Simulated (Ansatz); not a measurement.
# Run report: PtSe₂, single-point calculation (part 2 of 2)

PtSe₂ (P-3m1, 3 atoms in the cell); DFT, HSE06, plane waves, PAW, no spin polarisation (Ansatz 0.2.0); cutoff 420 eV, 6×6×4 k-mesh, Fermi–Dirac smearing of 0.02 eV. The structure was built on a prototype by a generator. The geometry comes from this level: r2scan-rvv10 (a point of a series of strains).

Geometry of the input (Å; fractional positions):
```
3.7287  0.0000  0.0000
-1.8643  3.2291  0.0000
0.0000  0.0000  5.2772
Pt 0.0000  0.0000  0.0000
Se 0.3333  0.6667  0.2462
Se 0.6667  0.3333  0.7538
```

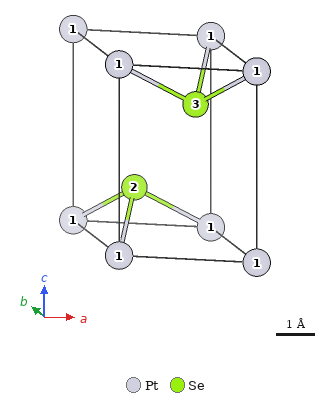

Fig. 1: The structure as given in the input (ball-and-stick view of the cell of the calculation, seen slightly off an axis; atoms are numbered from 1 in the order of the input).

The program's output, continued:
```
SCF iter   1: F=—  HF=-23467.545819 eV  |F-HF|=—  |Δ(HF+E_count)|=         —  Δρ=6.85e-3  dr2=1.14e-2  ethr=1.86e-5  ⟨swp⟩=5.0  Hψ=3734  notcnv=0
preconditioner: auto → none  [insulator: Δε(μ)=0.093 eV  Ē_g=10.566 eV  σ=0.020 eV  W_gap=0.77  n_scr=22 (ndim 8)  ℏωp=21.9 eV  f_vac=0.052  D(μ)=0.24/eV (n_scr^D=0)]
SCF iter   2: F=—  HF=-23467.536620 eV  |F-HF|=—  |Δ(HF+E_count)|=   9.20e-3  Δρ=4.01e-3  dr2=6.98e-3  ethr=1.86e-5  ⟨swp⟩=3.0  Hψ=1962  notcnv=0
SCF iter   3: F=—  HF=-23467.536859 eV  |F-HF|=—  |Δ(HF+E_count)|=   2.39e-4  Δρ=2.64e-3  dr2=8.86e-3  ethr=1.19e-5  ⟨swp⟩=3.0  Hψ=1758  notcnv=0
SCF iter   4: F=—  HF=-23467.535240 eV  |F-HF|=—  |Δ(HF+E_count)|=   1.62e-3  Δρ=8.84e-4  dr2=1.98e-3  ethr=1.19e-5  ⟨swp⟩=3.0  Hψ=1656  notcnv=0
SCF iter   5: F=—  HF=-23467.550890 eV  |F-HF|=—  |Δ(HF+E_count)|=   1.57e-2  Δρ=1.44e-3  dr2=5.63e-4  ethr=2.89e-7  ⟨swp⟩=4.0  Hψ=2558  notcnv=0
SCF iter   6: F=—  HF=-23467.550734 eV  |F-HF|=—  |Δ(HF+E_count)|=   1.55e-4  Δρ=2.88e-4  dr2=9.30e-5  ethr=2.89e-7  ⟨swp⟩=3.0  Hψ=1802  notcnv=0
SCF iter   7: F=—  HF=-23467.551225 eV  |F-HF|=—  |Δ(HF+E_count)|=   4.90e-4  Δρ=3.21e-4  dr2=3.42e-5  ethr=2.86e-8  ⟨swp⟩=4.0  Hψ=2206  notcnv=0
SCF iter   8: F=-23467.551216 eV  HF=-23467.551216 eV  |F-HF|=3.59e-8  |Δ(HF+E_count)|=   8.80e-6  Δρ=1.42e-5  dr2=3.53e-6  ethr=2.86e-8  ⟨swp⟩=3.0  Hψ=1551  notcnv=0
SCF 2 stopped early in 8 iterations: F = -23467.551216 eV  dr2 = 3.53e-6
  Residual-converged pass: ⟨swp⟩=3.5  Hψ=2042  notcnv=0  max |occ|·‖R‖ = 6.6e-6 eV (tolerance 6.7e-6 eV)  dr2=3.53e-6  dr2_onsite=1.92e-8  max |Δocc| = 1.7e-11
hybrid outer 1: dexx = +1.947e-2 eV, tail = 2.01e-4 eV
Exchange kernel: α = 0.2500, screened, ω = 0.2079 Å⁻¹, Wigner–Seitz truncation, v(0) = 1046.2405 eV·Å³, q-mesh 6×6×4, nearest image of the exchange supercell L = 21.11 Å, pair-density grid 15×15×24, without the augmentation charges, whose exchange is taken in its separable form by FFT convolution over the k-point mesh (sized by the pseudopotential files, 24×24×36 at the most), smooth part of the exact exchange by density-matrix convolution
Frozen-core exchange: fock
SCF iter   1: F=—  HF=-23467.551743 eV  |F-HF|=—  |Δ(HF+E_count)|=         —  Δρ=1.22e-4  dr2=3.19e-6  ethr=2.01e-6  ⟨swp⟩=3.9  Hψ=1456  notcnv=0
preconditioner: auto → none  [insulator: Δε(μ)=0.204 eV  Ē_g=10.589 eV  σ=0.020 eV  W_gap=0.98  n_scr=22 (ndim 8)  ℏωp=21.9 eV  f_vac=0.055  D(μ)=0.02/eV (n_scr^D=0)]
SCF iter   2: F=—  HF=-23467.551747 eV  |F-HF|=—  |Δ(HF+E_count)|=   3.44e-6  Δρ=3.69e-5  dr2=6.77e-7  ethr=5.55e-9  ⟨swp⟩=4.0  Hψ=2340  notcnv=0
SCF iter   3: F=—  HF=-23467.551749 eV  |F-HF|=—  |Δ(HF+E_count)|=   2.31e-6  Δρ=1.72e-5  dr2=1.87e-7  ethr=5.61e-10  ⟨swp⟩=4.0  Hψ=1994  notcnv=0
SCF iter   4: F=—  HF=-23467.551749 eV  |F-HF|=—  |Δ(HF+E_count)|=   4.72e-8  Δρ=5.29e-6  dr2=3.69e-8  ethr=2.88e-10  ⟨swp⟩=3.0  Hψ=1500  notcnv=0
SCF iter   5: F=—  HF=-23467.551749 eV  |F-HF|=—  |Δ(HF+E_count)|=   1.07e-7  Δρ=6.53e-6  dr2=3.71e-8  ethr=2.49e-11  ⟨swp⟩=4.1  Hψ=2090  notcnv=0
SCF iter   6: F=—  HF=-23467.551749 eV  |F-HF|=—  |Δ(HF+E_count)|=   8.44e-9  Δρ=4.82e-7  dr2=9.55e-10  ethr=2.49e-11  ⟨swp⟩=3.0  Hψ=1546  notcnv=0
SCF iter   7: F=-23467.551749 eV  HF=-23467.551749 eV  |F-HF|=1.89e-10  |Δ(HF+E_count)|=   5.29e-9  Δρ=9.44e-7  dr2=3.31e-10  ethr=1.80e-12 (applied; sched 1.00e-12)  ⟨swp⟩=4.0  Hψ=1987  notcnv=0
SCF 3 converged in 7 iterations: F = -23467.551749 eV  dr2 = 3.31e-10
  Residual-converged pass: ⟨swp⟩=2.9  Hψ=1374  notcnv=0  max |occ|·‖R‖ = 2.7e-7 eV (tolerance 2.7e-7 eV)  dr2=3.31e-10  dr2_onsite=1.70e-11  max |Δocc| = 1.4e-14
hybrid outer 2: dexx = +3.862e-6 eV, tail = 1.08e-7 eV, Δε = 2.57e-3 eV (about 1.00e-4 eV left of the loop's levels), ΔF = 8.03e-3 eV/Å (tail 1.55e-3)
Exchange kernel: α = 0.2500, screened, ω = 0.2079 Å⁻¹, Wigner–Seitz truncation, v(0) = 1046.2405 eV·Å³, q-mesh 6×6×4, nearest image of the exchange supercell L = 21.11 Å, pair-density grid 15×15×24, without the augmentation charges, whose exchange is taken in its separable form by FFT convolution over the k-point mesh (sized by the pseudopotential files, 24×24×36 at the most), smooth part of the exact exchange by density-matrix convolution
Frozen-core exchange: fock
SCF iter   1: F=—  HF=-23467.551750 eV  |F-HF|=—  |Δ(HF+E_count)|=         —  Δρ=5.27e-6  dr2=6.01e-9  ethr=1.08e-9  ⟨swp⟩=5.1  Hψ=1528  notcnv=0
SCF iter   2: F=—  HF=-23467.551750 eV  |F-HF|=—  |Δ(HF+E_count)|=  2.98e-10  Δρ=6.59e-7  dr2=3.97e-10  ethr=8.39e-12  ⟨swp⟩=4.0  Hψ=2096  notcnv=0
SCF iter   3: F=-23467.551750 eV  HF=-23467.551750 eV  |F-HF|=7.28e-11  |Δ(HF+E_count)|=   1.87e-9  Δρ=5.64e-7  dr2=1.14e-10  ethr=1.47e-12 (applied; sched 1.00e-12)  ⟨swp⟩=3.6  Hψ=1664  notcnv=0
SCF 4 converged in 3 iterations: F = -23467.551750 eV  dr2 = 1.14e-10
  Residual-converged pass: ⟨swp⟩=3.0  Hψ=1643  notcnv=0  max |occ|·‖R‖ = 2.6e-7 eV (tolerance 2.7e-7 eV)  dr2=1.13e-10  dr2_onsite=1.67e-11  max |Δocc| = 9.5e-15
hybrid outer 3: dexx = +2.943e-9 eV, tail = 3.18e-10 eV, Δε = 1.17e-4 eV (about 9.70e-6 eV left of the loop's levels), ΔF = 5.10e-4 eV/Å (tail 1.14e-4)
NSCF: frozen V_eff on 8 k-points
hybrid SCF converged: 3 outer / 18 inner (+8 warm-up), last move |dexx| = 2.94e-9 eV, tail = 3.18e-10 eV
Stability not checked: this state was not tested for a lower state beside it, because the functional holds exact exchange (a hybrid, or Hartree-Fock), whose exchange loop this test does not read (fock_operator; see scf.lower_state_search)
Free energy (F): -23467.551750 eV
Frozen-core exchange: fock
Harris-Foulkes:  -23467.551750 eV  (|F-HF|=7.28e-11)
Internal energy: -23467.551701 eV  (E = F + TS)
E sigma→0 (E₀):  -23467.551725 eV
Entropy (-TS):   -0.000049 eV (-0.016 meV/atom)
Fermi energy:    12.508193 eV
--- Per-component energies (eV) ---
  E_band       = -1137.026525
  E_kinetic    = 871.833480
  E_local      = -7037.362604  (includes V_loc(G=0)·N_el)
  E_nonlocal   = -990.512814
  E_hartree    = 3255.740919
  E_xc         = -375.724957
  E_vxc        = -396.712527  (∫ρ·V_xc dr)
  E_exx        = -200.213272  (= α·E_x^exact, valence–valence)
  E_paw        = -13172.916168  (= ΣΔE_a)
  E_vpaw       = 304.673387  (= ΣTr[D̂ρ^β])
  E_aug_tail   = -0.000949  (compensation charges beyond the density's cutoff)
  E_ewald      = -5814.225582
  E_core_change = -4.169753  (= ΣΔE_core)
  E_smearing   = -0.000049  (= −TS)
  E_closure    = 0.000000  (closes the sum)
  Σ components = -23467.551750   (vs F -23467.551750, Δ=0.00e0)
--- Forces (eV/Å), atoms counted from 1 ---
  atom   1  Pt     0.00000000     0.00000000     0.00000000
  atom   2  Se    -0.00000000     0.00000000    -0.31672651
  atom   3  Se     0.00000000    -0.00000000     0.31672651
  max |Σ_I F_I| component: 5.78e-19 eV/Å
--- Stress (GPa, compression-positive) ---
       -0.750541      -0.000000      -0.000000
       -0.000000      -0.750541       0.000000
       -0.000000       0.000000      -0.150867
  P = ⅓ Tr σ = -0.5506 GPa (-5.506 kbar)
--- Band table (eV; the first three rows and the last of 24) ---
  k-point 0: bands = ["-91.8877", "-44.8043", "-44.8043", "-44.7278", "-40.3257", "-40.3257", "-40.3232", "-40.3232", "-40.2977", "-40.2977", "-40.2931", "-40.2931", "-40.2838", "-40.2832", "-4.8010", "-2.0124", "4.2590", "5.1124", "5.1124", "7.2969", "7.2969", "8.8316", "11.0204", "11.0204", "12.4232", "14.1385", "14.1385", "16.6005", "17.0693"]
  k-point 1: bands = ["-91.8877", "-44.8044", "-44.8044", "-44.7278", "-40.3256", "-40.3256", "-40.3232", "-40.3232", "-40.2973", "-40.2973", "-40.2935", "-40.2935", "-40.2838", "-40.2832", "-4.5961", "-2.4663", "4.9444", "5.1340", "5.1340", "7.2840", "7.2840", "8.8813", "10.8345", "10.8345", "11.2153", "14.5029", "14.5029", "17.0044", "18.2104"]
  k-point 2: bands = ["-91.8877", "-44.8045", "-44.8045", "-44.7279", "-40.3256", "-40.3256", "-40.3232", "-40.3232", "-40.2968", "-40.2968", "-40.2941", "-40.2941", "-40.2838", "-40.2832", "-4.2911", "-2.9882", "5.1560", "5.1560", "5.7449", "7.2715", "7.2715", "9.0513", "9.9527", "10.6697", "10.6697", "14.8792", "14.8792", "17.5853", "19.2057"]
  k-point 23: bands = ["-91.8877", "-44.8083", "-44.8083", "-44.7256", "-40.3251", "-40.3246", "-40.3246", "-40.3233", "-40.2968", "-40.2951", "-40.2951", "-40.2949", "-40.2830", "-40.2830", "-2.6803", "-2.6803", "5.1084", "5.1084", "5.3167", "7.1102", "7.1102", "7.5566", "7.7733", "9.0347", "9.0347", "14.5295", "14.5295", "19.5540", "20.0035"]
```

File rho_z.tsv:
```
# z_ang	rho[e/angstrom^3]
# format = ansatz-planar-average/11
# lattice	3.728650361	0.000000000	0.000000000
# lattice	-1.864325180	3.229105934	0.000000000
# lattice	0.000000000	0.000000000	5.277156632
# sites	3
# site	78	0.000000000	0.000000000	0.000000000
# site	34	0.000000000	2.152737290	1.299335687
# site	34	1.864325180	1.076368645	3.977820945
0.000000	1.399115e0
0.146588	1.329310e0
0.293175	1.154708e0
0.439763	9.386698e-1
0.586351	7.470341e-1
0.732938	6.605496e-1
0.879526	7.664552e-1
1.026114	1.101989e0
1.172701	1.517493e0
1.319289	1.656597e0
1.465877	1.350698e0
1.612465	8.625673e-1
1.759052	4.944474e-1
1.905640	2.969975e-1
2.052228	2.000303e-1
2.198815	1.462029e-1
2.345403	1.105818e-1
2.491991	8.948616e-2
2.638578	8.272997e-2
2.785166	8.948616e-2
2.931754	1.105818e-1
3.078341	1.462029e-1
3.224929	2.000303e-1
3.371517	2.969975e-1
3.518104	4.944474e-1
3.664692	8.625673e-1
3.811280	1.350698e0
3.957867	1.656597e0
4.104455	1.517493e0
4.251043	1.101989e0
4.397631	7.664552e-1
4.544218	6.605496e-1
4.690806	7.470341e-1
4.837394	9.386698e-1
4.983981	1.154708e0
5.130569	1.329310e0
```

File v_z.tsv:
```
# z_ang	v_es[eV]	v_tot[eV]
# format = ansatz-planar-average/11
# xc	hse06
# density_cutoff_ev	1680
# datasets	Pt=:simpson_from_first_knot:soft:fock:shift=0	Se=:simpson_from_first_knot:soft:fock:shift=0
# lattice	3.728650361	0.000000000	0.000000000
# lattice	-1.864325180	3.229105934	0.000000000
# lattice	0.000000000	0.000000000	5.277156632
# sites	3
# site	78	0.000000000	0.000000000	0.000000000
# site	34	0.000000000	2.152737290	1.299335687
# site	34	1.864325180	1.076368645	3.977820945
0.000000	-9.483864e-1	-1.203819e1
0.146588	-6.133542e-1	-1.164276e1
0.293175	2.809656e-1	-1.057679e1
0.439763	1.412429e0	-9.193390e0
0.586351	2.808033e0	-7.503760e0
0.732938	4.579645e0	-5.459899e0
0.879526	6.279339e0	-3.564064e0
1.026114	7.403403e0	-2.294457e0
1.172701	8.053340e0	-1.488690e0
1.319289	8.510257e0	-7.972007e-1
1.465877	8.893761e0	-5.505172e-2
1.612465	9.315998e0	8.447014e-1
1.759052	9.887114e0	1.954800e0
1.905640	1.078914e1	3.389650e0
2.052228	1.215709e1	5.264991e0
2.198815	1.371049e1	7.290438e0
2.345403	1.482764e1	8.792149e0
2.491991	1.536368e1	9.565542e0
2.638578	1.552799e1	9.807060e0
2.785166	1.536368e1	9.565542e0
2.931754	1.482764e1	8.792149e0
3.078341	1.371049e1	7.290438e0
3.224929	1.215709e1	5.264991e0
3.371517	1.078914e1	3.389650e0
3.518104	9.887114e0	1.954800e0
3.664692	9.315998e0	8.447014e-1
3.811280	8.893761e0	-5.505172e-2
3.957867	8.510257e0	-7.972007e-1
4.104455	8.053340e0	-1.488690e0
4.251043	7.403403e0	-2.294457e0
4.397631	6.279339e0	-3.564064e0
4.544218	4.579645e0	-5.459899e0
4.690806	2.808033e0	-7.503760e0
4.837394	1.412429e0	-9.193390e0
4.983981	2.809656e-1	-1.057679e1
5.130569	-6.133542e-1	-1.164276e1
```

Results in brief:

```csv
quantity,value
outcome,converged
space group (tolerance 0.01 Å),P-3m1 (164)
electrons treated,50
free energy,−23467.5517 eV
Fermi energy,12.508 eV
band gap,none (metallic)
pressure,−0.55 GPa
largest force (length of the vector),0.317 eV/Å
hardware,"4 threads of Intel Xeon @ 2.70GHz, 189 GiB of memory available, shared host"
wall time,1.8 min (CPU time 6.1 min)
peak memory,1.9 GiB
```

Notes:

The program warns: the exchange loop's threshold is looser than advised for the stress; the SCF threshold is looser than advised for the printed stress. Spin–orbit coupling is left out, which matters for Pt.
